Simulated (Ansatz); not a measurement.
## Electronic structure of W4S7 (cell charge +2, with a compensating background) (distorted or defective cell) in real space

```
W S
1.0
     3.09954   -5.36857    0.00000
     6.19909    0.00000    0.00000
     3.09954   -1.78952    5.70827
W S
4 7
Direct
  0.50061 0.00061 0.99816
  0.00061 0.00061 0.99816
  0.50061 0.50061 0.99816
  0.00061 0.50061 0.99816
  0.74283 0.24283 0.27151
  0.24283 0.24283 0.27151
  0.74283 0.74283 0.27151
  0.24283 0.74283 0.27151
  0.40896 0.45785 0.72423
  0.92526 0.92526 0.72423
  0.42526 0.92526 0.72423
```

A point of a scan over the structure, not its minimum; changed on purpose from its base cell (S vacancy; atom 9 moved 0.000 of the way to it and +0.175 A across, host rigid); not relaxed (largest force 2.0 eV/Å); PAW files of the earlier set (soft_1).

All numbers below come from DFT LDA+D3(BJ), scalar-relativistic, plane waves, PAW (Ansatz).

Core electrons are frozen (PAW), and the valence fields are smoothed inside the atomic spheres.

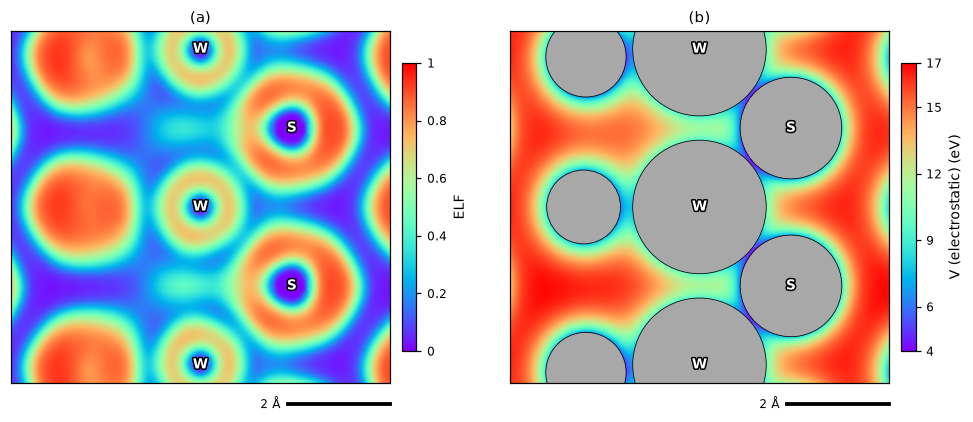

Figure 1. (a) ELF; (b) electrostatic potential (local pseudopotential plus Hartree) felt by an electron on the (110) plane of the calculation cell. Grey discs cover the atomic cores in the potential map.

> Describe what can be read from this map.

- The section cuts through W and S sites.
- Atoms just off the plane (S, 0.6 Å away) can leave unmarked features too.
- W–S (2.37 Å): the ELF peaks at about 0.85 in the valence shell of S, 0.8 Å from its nucleus, and is about 0.45 at the midpoint.
- The features right at W lie inside the PAW spheres, where the map follows smoothed inner orbitals and isn't to be read closely.
- Outside the cores the potential energy rises away from the atoms and is highest about 1.8 Å from the nearest atoms; its zero is arbitrary.

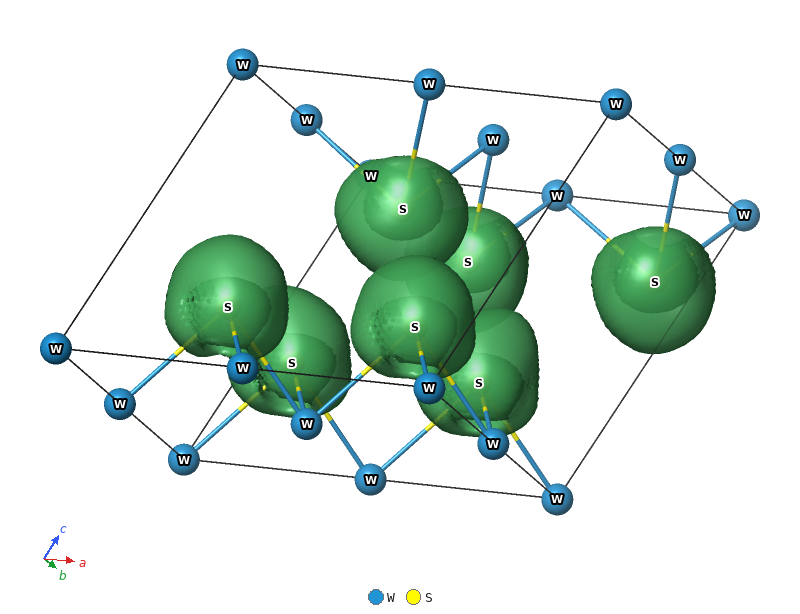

Figure 2. Isosurface of the ELF at 0.75 (green), seen at an oblique angle. Core shells and regions of very low density are left out. Sticks mark near contacts.

> Identify the bonds, lone pairs and shells in this picture.

At this value the surface marks out seven regions wrapped around S (the valence shell of each), counted in one cell of 11 atoms. Any copies at cell faces, edges or corners count once. Along the contacts the grid gives the following. W–S (2.32 Å): the ELF peaks at about 0.85 in the valence shell of S, 0.8 Å from its nucleus, and is about 0.45 at the midpoint.

> Metal or insulator at this level of theory?

It is gapless in this calculation (a metal or semimetal).
